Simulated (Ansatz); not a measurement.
# Ti$_{4}$O$_{3}$: geometry relaxation (part 1 of 3)

System: Ti$_{4}$O$_{3}$ (I4/mmm, 7 atoms in the cell).
Method: DFT r2SCAN+U, scalar-relativistic, plane waves, PAW, Ueff = 4 eV on Ti d, spin-polarised (Ansatz 0.2.0).

The structure derives from a Materials Project entry. Figures and captions count atoms from 1; the log counts them from 0 in places.

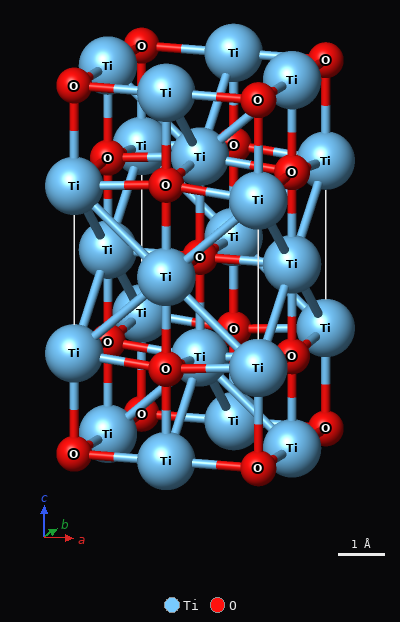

The input geometry (ball-and-stick view of the cell 2 times as large as that of the calculation, set on its symmetry axes, seen slightly off an axis). An atom can appear more than once, as a periodic image.

**Key numbers**

- outcome: converged
- space group (tolerance 0.01 Å): I4/mmm (139)
- electrons treated: 66
- free energy: −11721.5265 eV
- Fermi energy: 13.010 eV
- gap on the k-point mesh: 0.44 eV
- net moment of the cell: 0.00 μB
- integrated absolute moment: 7.33 μB
- pressure: 0.11 GPa
- final volume: 90.53 Å³
- largest force (length of the vector) at the end: 0.007 eV/Å
- final cell: a = 5.491 Å, b = 5.491 Å, c = 5.491 Å, α = 131.66°, β = 131.66°, γ = 70.77°
- hardware: 2 threads of Intel Xeon (Sapphire Rapids), 32 GiB of memory available, shared host
- wall time: 89 s (CPU time 2.9 min)
- peak memory: 1.2 GiB

**Remarks**

The electronic state found may not be the lowest one. The program warns: another magnetic order may lie lower.

**The input**
```yaml
crystal:
  lattice:
    - [-2.13448648, 2.13448648, 4.10608314]
    - [2.13448648, -2.13448648, 4.10608314]
    - [2.13448648, 2.13448648, -4.10608314]
  atoms:
    - { symbol: Ti, position: [0.0, 0.5, 0.5], spin: -1.18 }
    - { symbol: Ti, position: [0.27258871, 0.27258871, 0.0], spin: 1.41 }
    - { symbol: Ti, position: [0.5, 0.0, 0.5], spin: -1.18 }
    - { symbol: Ti, position: [0.72741129, 0.72741129, 0.0], spin: 1.41 }
    - { symbol: O, position: [0.75, 0.25, 0.5] }
    - { symbol: O, position: [0.0, 0.0, 0.0] }
    - { symbol: O, position: [0.25, 0.75, 0.5] }
basis:
  ecutwfc: 500
kpoints:
  mp_grid: { grid: [6, 6, 6] }
hamiltonian:
  xc: r2scan
  hubbard: { sites: [{ species: Ti, l: d, u_eff: 4.0 }] }
scf:
  occupations: { method: gaussian, width: 0.1 }
output:
  forces: true
  stress: true
  eigenvalues: true
  populations: true
magnetization:
  spin_polarized: true
relax:
  adjacent_minimum: "off"
  f_tol: 0.05
  max_steps: 80
  cell: { stress_tol: 0.5 }
```

Launched with:
```bash
ansatz run input.yaml --threads 2 --pin off --max-ram 5120MiB --backend cpu --events-out ev --progress --plain --runs-dir out
```

**Output**
```
Ti: projections on atomic orbitals take those of the free atom [Ne] 3s2 3p6 3d2 4s2, of charge +0.00 (hamiltonian.pseudopotentials.projection_atoms); the dataset's partial waves leave at most 4.1e-7 of an orbital's norm unspanned inside its sphere
O: projections on atomic orbitals take those of the free atom [He] 2s2 2p4, of charge +0.00 (hamiltonian.pseudopotentials.projection_atoms); the dataset's partial waves leave at most 1.9e-8 of an orbital's norm unspanned inside its sphere
Engine: ansatz 0.2.0, x86_64-unknown-linux-gnu
Pseudopotentials: kind: paw
Pseudopotential: Ti, paw, valence charge 12, recommended cutoff 500 eV (meta_gga), Ti.paw.azcp
Pseudopotential: O, paw, valence charge 6, recommended cutoff 500 eV (meta_gga), O.paw.azcp
Functional definition: r2SCAN
  parameter k0 = 0.174
  parameter k1 = 0.065
  parameter a1 = 4.9479
  exchange = r2scan_x(k0 = k0, k1 = k1, a1 = a1)
  correlation = r2scan_c
Crystal: 7 atoms, lattice volume = 74.830 Å³
Basis set: ecut = 500 eV, 1895 PW (Γ), exchange–correlation on 160×160×160 points (64 copies of the dense FFT grid, shifted against one another)
Bands: 43, of which v1, the nominal top of the filled ones, is band 33 counted from 1 (32 counted from 0)
Symmetry: 16 space group operations
Space group: I4/mmm (ITA 139), of the structure as read, at distance tolerance 4.2e-5 Å
Magnetic group: BNS 139.531 (UNI 1191), of the structure as read, at distance tolerance 4.2e-5 Å
k-points: 30 of 216
Non-local potential: Ti, projectors of the file, l = 0: 3, l = 1: 2, l = 2: 3, l = 3: 1
Non-local potential: O, projectors of the file, l = 0: 2, l = 1: 2, l = 2: 1
PAW form: soft (Blöchl's): semilocal exchange-correlation on the pseudo side does not see the compensation charge
PAW frozen core: Ti, regenerated for the run's functional (the file was generated under x = pbe(κ = 0.804, μ = 0.2195149727645171), c = pbe(β = 0.06672455060314922))
PAW frozen core: O, regenerated for the run's functional (the file was generated under x = pbe(κ = 0.804, μ = 0.2195149727645171), c = pbe(β = 0.06672455060314922))
PAW one-centre angular grid: Ti, 590 points (default); XC on 160 Gauss nodes
PAW one-centre angular grid: O, 302 points (default); XC on 160 Gauss nodes
Initial density: superposition of atomic densities (chi_scale 0.1, normalization cell, long waves kept (reshape's long-wave potential 0.01 eV rms))
Starting moments: Σ|m| = 5.18 μB on 4 of 7 sites
Initial wavefunctions: pseudopotential atomic-orbital guess
Functional: x = r2scan, c = r2scan; τ floored in thin density (d = 2e-4 eV/Å³)
SCF iter   1: F=—  HF=-11716.284177 eV  |F-HF|=—  |Δ(HF+E_count)|=         —  Δρ=4.99e-2 (↑4.99e-2 ↓4.93e-2)  dr2=9.32e0  dr2_τ=5.27e-2  dr2_m=1.77e-1  M=0.396 μB ∫|m|=4.438 μB  β_m=0.30  ethr=3.10e-3  ⟨swp⟩=5.7  Hψ=9979  notcnv=0
preconditioner: auto → Kerker (q_TF=auto, 2.672 Å⁻¹)  [metal: Δε(μ)=0.035 eV  Ē_g=9.791 eV  σ=0.100 eV  W_gap=0.20  n_scr=22 (ndim 8)  ℏωp=25.0 eV  f_vac=0.000  D(μ)=2.37/eV (n_scr^D=14)]
spin=Collinear: Kerker preconditioning applied to the charge; magnetization (m = ρ↑ − ρ↓) channel mixes plain (no charge-response kernel on spin).
SCF iter   2: F=—  HF=-11716.745336 eV  |F-HF|=—  |Δ(HF+E_count)|=   4.61e-1  Δρ=3.44e-2 (↑3.44e-2 ↓3.12e-2)  dr2=3.76e0  dr2_τ=2.67e-2  dr2_m=1.57e-1  M=0.787 μB ∫|m|=4.805 μB  β_m=0.30  ethr=3.10e-3  ⟨swp⟩=2.2  Hψ=4315  notcnv=0  defer=189  κ⁻¹=1.0e0(r=1)
SCF iter   3: F=—  HF=-11717.469771 eV  |F-HF|=—  |Δ(HF+E_count)|=   7.24e-1  Δρ=2.79e-2 (↑2.79e-2 ↓2.13e-2)  dr2=1.77e0  dr2_τ=1.07e-2  dr2_m=1.60e-1  M=0.943 μB ∫|m|=5.101 μB  β_m=0.30  ethr=3.10e-3  ⟨swp⟩=2.1  Hψ=3557  notcnv=0  defer=189  κ⁻¹=5.2e-2(r=2)
SCF iter   4: F=—  HF=-11717.955228 eV  |F-HF|=—  |Δ(HF+E_count)|=   4.85e-1  Δρ=1.81e-2 (↑1.52e-2 ↓1.81e-2)  dr2=3.30e-1  dr2_τ=7.43e-3  dr2_m=1.29e-1  M=0.957 μB ∫|m|=5.325 μB  β_m=1.00  ethr=2.69e-3  ⟨swp⟩=3.0  Hψ=4841  notcnv=0  defer=198  κ⁻¹=2.2e-3(r=3)
SCF iter   5: F=—  HF=-11718.643908 eV  |F-HF|=—  |Δ(HF+E_count)|=   6.89e-1  Δρ=1.56e-2 (↑1.56e-2 ↓6.65e-3)  dr2=1.93e-1  dr2_τ=5.98e-3  dr2_m=6.53e-2  M=1.141 μB ∫|m|=5.867 μB  β_m=1.00  ethr=4.99e-4  ⟨swp⟩=2.5  Hψ=5181  notcnv=0  defer=227  κ⁻¹=4.3e-4(r=4)
SCF iter   6: F=—  HF=-11719.084674 eV  |F-HF|=—  |Δ(HF+E_count)|=   4.41e-1  Δρ=7.15e-3 (↑6.90e-3 ↓7.15e-3)  dr2=6.58e-2  dr2_τ=1.26e-3  dr2_m=1.73e-2  M=1.039 μB ∫|m|=6.108 μB  β_m=1.00  ethr=2.92e-4  ⟨swp⟩=3.0  Hψ=4120  notcnv=0  defer=225  κ⁻¹=4.2e-4(r=5)
SCF iter   7: F=—  HF=-11719.422861 eV  |F-HF|=—  |Δ(HF+E_count)|=   3.38e-1  Δρ=6.88e-3 (↑6.88e-3 ↓6.51e-3)  dr2=8.57e-2  dr2_τ=5.99e-4  dr2_m=7.31e-3  M=0.991 μB ∫|m|=6.261 μB  β_m=1.00  ethr=9.97e-5  ⟨swp⟩=1.9  Hψ=3243  notcnv=0  defer=214
Mixer restart at iter 7: flushing history
spin-set hold released at iteration 7 (site moments contracting): the magnetisation degrees of freedom join the quasi-Newton model from the next iteration; the mixer history was flushed
SCF iter   8: F=—  HF=-11721.181271 eV  |F-HF|=—  |Δ(HF+E_count)|=         —  Δρ=2.17e-2 (↑9.68e-3 ↓2.17e-2)  dr2=2.40e-1  dr2_τ=7.81e-3  dr2_m=1.02e-1  M=0.494 μB ∫|m|=6.661 μB  β_m=1.00  ethr=9.97e-5  ⟨swp⟩=2.0  Hψ=3060  notcnv=0  defer=214
Mixer restart at iter 8: flushing history
SCF iter   9: F=—  HF=-11720.167466 eV  |F-HF|=—  |Δ(HF+E_count)|=    1.01e0  Δρ=4.27e-3 (↑4.27e-3 ↓3.84e-3)  dr2=4.58e-2  dr2_τ=1.04e-3  dr2_m=1.57e-3  M=0.434 μB ∫|m|=6.645 μB  β_m=1.00  ethr=7.58e-5  ⟨swp⟩=3.2  Hψ=5474  notcnv=0  defer=240
SCF iter  10: F=—  HF=-11720.167733 eV  |F-HF|=—  |Δ(HF+E_count)|=   2.67e-4  Δρ=2.83e-3 (↑2.83e-3 ↓2.79e-3)  dr2=2.91e-2  dr2_τ=1.65e-4  dr2_m=9.78e-5  M=0.425 μB ∫|m|=6.648 μB  β_m=1.00  ethr=6.94e-5  ⟨swp⟩=1.7  Hψ=2862  notcnv=0  defer=222  κ⁻¹=1.0e0(r=1)
SCF iter  11: F=—  HF=-11720.167560 eV  |F-HF|=—  |Δ(HF+E_count)|=   1.73e-4  Δρ=1.60e-3 (↑1.60e-3 ↓1.44e-3)  dr2=9.42e-3  dr2_τ=5.54e-5  dr2_m=8.69e-5  M=0.425 μB ∫|m|=6.651 μB  β_m=1.00  ethr=4.40e-5  ⟨swp⟩=2.0  Hψ=3045  notcnv=0  defer=222  κ⁻¹=1.3e-1(r=2)
Mixer restart at iter 11: flushing history
SCF iter  12: F=—  HF=-11714.604672 eV  |F-HF|=—  |Δ(HF+E_count)|=         —  Δρ=5.21e-3 (↑3.90e-3 ↓5.21e-3)  dr2=1.45e-2  dr2_τ=7.50e-4  dr2_m=9.76e-3  M=0.480 μB ∫|m|=6.516 μB  β_m=1.00  ethr=1.43e-5  ⟨swp⟩=3.7  Hψ=7190  notcnv=0  defer=252
Mixer restart at iter 12: flushing history
SCF iter  13: F=—  HF=-11720.157568 eV  |F-HF|=—  |Δ(HF+E_count)|=    5.55e0  Δρ=4.20e-3 (↑4.13e-3 ↓4.20e-3)  dr2=2.07e-2  dr2_τ=9.64e-4  dr2_m=4.93e-3  M=0.473 μB ∫|m|=6.621 μB  β_m=1.00  ethr=7.58e-5  ⟨swp⟩=2.6  Hψ=4748  notcnv=0  defer=236
SCF iter  14: F=—  HF=-11720.160557 eV  |F-HF|=—  |Δ(HF+E_count)|=   2.99e-3  Δρ=1.87e-3 (↑1.78e-3 ↓1.87e-3)  dr2=6.73e-3  dr2_τ=1.06e-4  dr2_m=1.18e-4  M=0.470 μB ∫|m|=6.633 μB  β_m=1.00  ethr=3.14e-5  ⟨swp⟩=2.5  Hψ=4381  notcnv=0  defer=233  κ⁻¹=1.0e0(r=1)
SCF iter  15: F=—  HF=-11720.165189 eV  |F-HF|=—  |Δ(HF+E_count)|=   4.63e-3  Δρ=8.10e-4 (↑7.34e-4 ↓8.10e-4)  dr2=1.34e-3  dr2_τ=1.60e-5  dr2_m=5.35e-6  M=0.465 μB ∫|m|=6.641 μB  β_m=1.00  ethr=1.02e-5  ⟨swp⟩=2.0  Hψ=3332  notcnv=0  defer=233  κ⁻¹=1.1e-1(r=2)
SCF iter  16: F=—  HF=-11720.168053 eV  |F-HF|=—  |Δ(HF+E_count)|=   2.86e-3  Δρ=4.95e-4 (↑4.52e-4 ↓4.95e-4)  dr2=5.16e-4  dr2_τ=6.28e-6  dr2_m=1.38e-6  M=0.460 μB ∫|m|=6.646 μB  β_m=1.00  ethr=2.02e-6  ⟨swp⟩=2.2  Hψ=3998  notcnv=0  defer=233  κ⁻¹=1.0e-2(r=3)
SCF iter  17: F=—  HF=-11720.168693 eV  |F-HF|=—  |Δ(HF+E_count)|=   6.40e-4  Δρ=2.31e-4 (↑2.24e-4 ↓2.31e-4)  dr2=1.81e-4  dr2_τ=1.11e-6  dr2_m=1.42e-6  M=0.455 μB ∫|m|=6.649 μB  β_m=1.00  ethr=7.82e-7  ⟨swp⟩=2.0  Hψ=4102  notcnv=0  defer=233  κ⁻¹=1.1e-3(r=4)
SCF iter  18: F=—  HF=-11720.168730 eV  |F-HF|=—  |Δ(HF+E_count)|=   3.71e-5  Δρ=1.31e-4 (↑1.30e-4 ↓1.31e-4)  dr2=7.42e-5  dr2_τ=3.12e-7  dr2_m=3.97e-7  M=0.453 μB ∫|m|=6.650 μB  β_m=1.00  ethr=2.73e-7  ⟨swp⟩=2.2  Hψ=3194  notcnv=0  defer=233  κ⁻¹=4.1e-4(r=5)
SCF iter  19: F=—  HF=-11720.168750 eV  |F-HF|=—  |Δ(HF+E_count)|=   1.97e-5  Δρ=6.23e-5 (↑5.72e-5 ↓6.23e-5)  dr2=1.07e-5  dr2_τ=1.31e-7  dr2_m=1.10e-7  M=0.451 μB ∫|m|=6.651 μB  β_m=1.00  ethr=1.12e-7  ⟨swp⟩=2.2  Hψ=3982  notcnv=0  defer=232  κ⁻¹=6.3e-5(r=6)
SCF iter  20: F=—  HF=-11720.168749 eV  |F-HF|=—  |Δ(HF+E_count)|=   8.06e-7  Δρ=4.05e-5 (↑3.78e-5 ↓4.05e-5)  dr2=4.35e-6  dr2_τ=6.66e-8  dr2_m=2.76e-8  M=0.451 μB ∫|m|=6.651 μB  β_m=1.00  ethr=1.63e-8  ⟨swp⟩=2.5  Hψ=3546  notcnv=0  defer=232  κ⁻¹=3.2e-5(r=7)
SCF iter  21: F=—  HF=-11720.168750 eV  |F-HF|=—  |Δ(HF+E_count)|=         —  Δρ=2.05e-5 (↑1.80e-5 ↓2.05e-5)  dr2=9.74e-7  dr2_τ=1.35e-8  dr2_m=2.20e-8  M=0.452 μB ∫|m|=6.651 μB  β_m=1.00  ethr=6.59e-9  ⟨swp⟩=2.0  Hψ=4027  notcnv=0  defer=232
Mixer restart at iter 21: flushing history
SCF iter  22: F=—  HF=-11718.309463 eV  |F-HF|=—  |Δ(HF+E_count)|=         —  Δρ=2.13e-2 (↑4.34e-3 ↓2.13e-2)  dr2=3.37e-1  dr2_τ=6.97e-3  dr2_m=8.00e-2  M=0.717 μB ∫|m|=6.421 μB  ethr=7.58e-5  ⟨swp⟩=2.2  Hψ=3583  notcnv=0  defer=234
Mixer restart at iter 22: flushing history
SCF iter  23: F=—  HF=-11720.168750 eV  |F-HF|=—  |Δ(HF+E_count)|=         —  Δρ=1.88e-5 (↑1.81e-5 ↓1.88e-5)  dr2=1.00e-6  dr2_τ=1.26e-8  dr2_m=1.63e-8  M=0.452 μB ∫|m|=6.651 μB  β_m=1.00  ethr=1.48e-9  ⟨swp⟩=3.9  Hψ=7461  notcnv=0  defer=183
SCF iter  24: F=—  HF=-11720.168750 eV  |F-HF|=—  |Δ(HF+E_count)|=   9.28e-8  Δρ=1.43e-5 (↑1.41e-5 ↓1.43e-5)  dr2=6.25e-7  dr2_τ=6.94e-9  dr2_m=2.82e-9  M=0.452 μB ∫|m|=6.651 μB  β_m=1.00  ethr=1.48e-9  ⟨swp⟩=1.1  Hψ=3067  notcnv=0  defer=183  κ⁻¹=1.0e0(r=1)
SCF iter  25: F=—  HF=-11720.168750 eV  |F-HF|=—  |Δ(HF+E_count)|=         —  Δρ=8.70e-6 (↑6.33e-6 ↓8.70e-6)  dr2=1.05e-7  dr2_τ=1.94e-9  dr2_m=4.52e-9  M=0.452 μB ∫|m|=6.651 μB  β_m=1.00  ethr=9.47e-10  ⟨swp⟩=2.0  Hψ=4132  notcnv=0  defer=183
Mixer restart at iter 25: flushing history
SCF iter  26: F=—  HF=-11717.736454 eV  |F-HF|=—  |Δ(HF+E_count)|=         —  Δρ=2.17e-2 (↑2.17e-2 ↓3.02e-3)  dr2=3.14e-1  dr2_τ=6.64e-3  dr2_m=7.92e-2  M=0.318 μB ∫|m|=6.410 μB  ethr=7.58e-5  ⟨swp⟩=3.1  Hψ=4090  notcnv=0  defer=205
Mixer restart at iter 26: flushing history
SCF iter  27: F=—  HF=-11720.168750 eV  |F-HF|=—  |Δ(HF+E_count)|=         —  Δρ=8.01e-6 (↑6.02e-6 ↓8.01e-6)  dr2=1.02e-7  dr2_τ=1.73e-9  dr2_m=3.09e-9  M=0.452 μB ∫|m|=6.651 μB  β_m=1.00  ethr=1.60e-10  ⟨swp⟩=3.0  Hψ=6807  notcnv=0  defer=181
SCF iter  28: F=—  HF=-11720.168750 eV  |F-HF|=—  |Δ(HF+E_count)|=   2.85e-8  Δρ=5.51e-6 (↑4.83e-6 ↓5.51e-6)  dr2=6.09e-8  dr2_τ=8.84e-10  dr2_m=5.16e-10  M=0.452 μB ∫|m|=6.651 μB  β_m=1.00  ethr=1.55e-10  ⟨swp⟩=2.0  Hψ=3346  notcnv=0  defer=181  κ⁻¹=1.0e0(r=1)
SCF iter  29: F=-11720.168750 eV  HF=-11720.168750 eV  |F-HF|=6.80e-9  |Δ(HF+E_count)|=   4.37e-8  Δρ=2.85e-6 (↑2.36e-6 ↓2.85e-6)  dr2=1.48e-8  dr2_τ=2.02e-10  dr2_m=6.28e-10  M=0.452 μB ∫|m|=6.651 μB  ethr=9.22e-11  ⟨swp⟩=9.9  Hψ=13917  notcnv=0
SCF 1 converged in 29 iterations: F = -11720.168750 eV  dr2 = 1.48e-8
  greatest PAW one-centre occupation: 1.006 electrons in one spin orbital (limit 2), on the Ti atom at site 3 (counted from 0), in its partial waves of l = 1
relax step   1: F+E_penalty+E_count = -11720.16875047 eV  Δ(F+E_penalty+E_count) = +0.000e0 eV  max|allowed force component| = 1.696e-1 eV/Å  Δτ_max = 0.0000 Å  P = +30.060 GPa  Ω = 74.830 Å³  (29 SCF iters, dr2 threshold 1.00e-7 eV, accepted)
```
